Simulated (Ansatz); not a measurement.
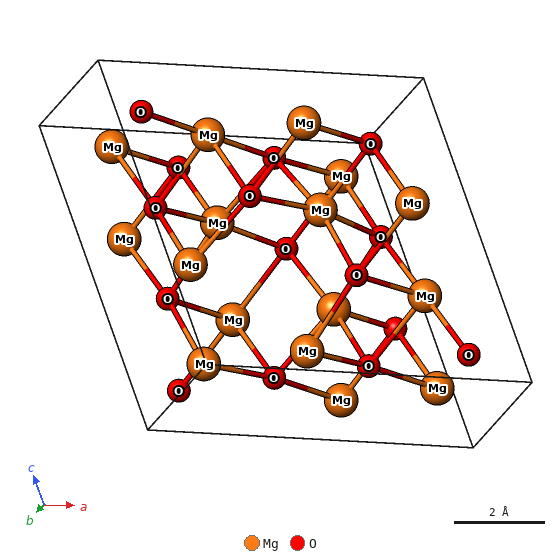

The figure gives a ball-and-stick picture of the atoms, viewed from a general direction. The parallelepiped is the supercell. The host is MgO, in a cell of 32 sites, and the cell carries a charge of +2.

### Which defect is modelled here, and what are its neighbours?

An oxygen vacancy. Around the empty site lie six Mg at about 2.3 Å.

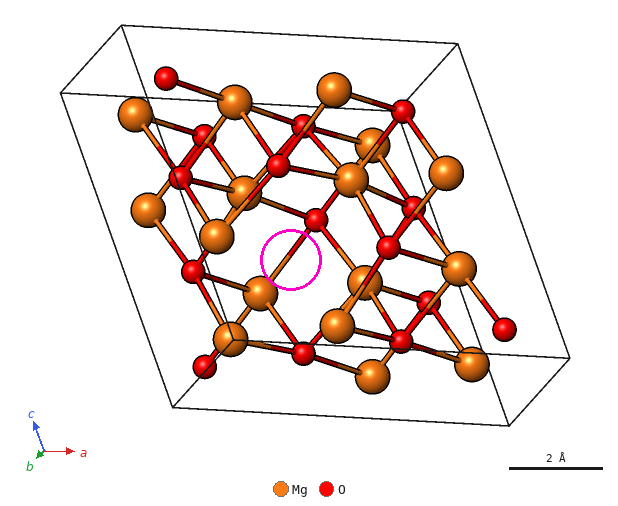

The same cell with a ring at the defect's site.

The atoms were relaxed in the host's cell with Ansatz, DFT PBE, scalar-relativistic, plane waves, PAW.
